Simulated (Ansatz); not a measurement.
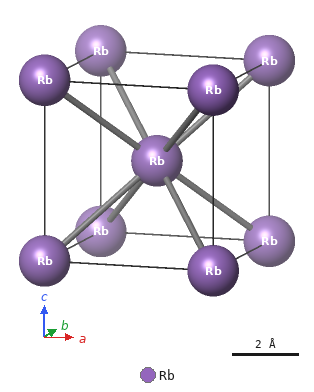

Starting structure of crystalline Rb (set up in I4/mmm). Style: ball-and-stick. Shown: the cell of the calculation, slightly off an axis.

Case: biaxial strain in the a-b plane of -2.0 %; c and atoms relaxed.

These are results of DFT PBEsol, scalar-relativistic, plane waves, PAW in Ansatz 0.2.0, not measurements.

Input file:
```yaml
crystal:
  lattice:
    - [5.4604111607, 0.0, 0.0]
    - [0.0, 5.4604111607, 0.0]
    - [0.0, 0.0, 5.6387103007]
  atoms:
    - { symbol: Rb, position: [0.0, 0.0, 0.0] }
    - { symbol: Rb, position: [0.5, 0.5, 0.5] }
basis:
  ecutwfc: 420
kpoints:
  mp_grid: { grid: [10, 10, 10] }
hamiltonian:
  xc: pbesol
scf:
  occupations: { method: gaussian, width: 0.1 }
output:
  forces: true
  stress: true
  eigenvalues: true
  write_density: true
  write_potential: true
  elf: true
  volumetric_format: npy
relax:
  adjacent_minimum: "off"
  f_tol: 0.008
  max_steps: 40
  cell: { stress_tol: 0.015, fix: [a, b, gamma] }
```

Run as
```bash
ansatz run input.yaml --threads 1 --pin off --max-ram 2560MiB --backend cpu --events-out ev --progress --plain --runs-dir out
```

**What does the optimiser find from here?**

The atoms keep their places relative to the cell (all moves are under 0.005 Å). Cell: a = b unchanged at 5.460 Å, c 5.639 → 5.814 Å (+3.1 %). Volume +3.1 %. Some distances before and after: Rb1–Rb2 4.781 → 4.833 Å. The space group stays I4/mmm (No. 139). After 3 accepted moves (4 points after the start) the energy has fallen by 0.7 meV per atom. All forces vanish by symmetry, so only the cell relaxes. The pressure goes from 0.08 to −0.01 GPa. At 1 point the geometry stayed and the basis and grid were re-selected for the new cell (energy shift of less than 0.05 meV per atom at most each time).

After the run, drawn alike:

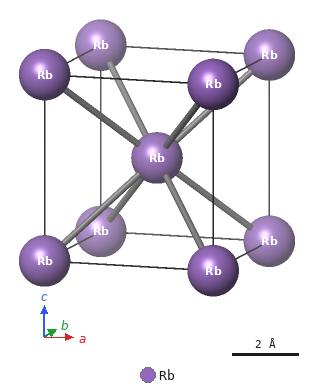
